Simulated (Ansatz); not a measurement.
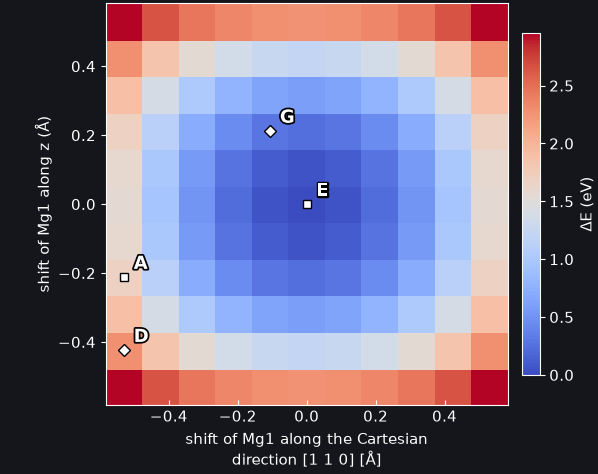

MgO (Fm-3m, No. 225; 8 atoms in the cell). One atom moved over a plane, all else fixed (x, y and z along the cube axes). First axis: shift of Mg1 along the Cartesian direction [1 1 0]. Second axis: shift of Mg1 along z. Nothing is relaxed (all other atoms fixed). The scan uses an 11 × 11 grid; 36 points were computed and 85 follow by symmetry. Points are written as (first, second). Energies: eV per cell, counted from the lowest grid point. Method: DFT PBEsol, scalar-relativistic, plane waves, PAW in Ansatz 0.2.0. Settings: cutoff 420 eV, k-mesh 6×6×6, gaussian smearing 0.05 eV, no spin polarisation.

Drawn: one coloured cell a grid point, lettered points.

Is E the lowest point of the computed grid?

Yes. E, at (0.000 Å, 0.000 Å), has the lowest energy of the grid.

What kind of point is each of E, G: minimum, saddle, maximum or slope?

E: minimum; G: on a slope. (In these two coordinates alone; a stationary point may lie a little off the grid point.)

Which space group has the cell at each letter?

A: Cm; D: Cm; E: Fm-3m; G: Cm.

PAW datasets: the set soft_1.
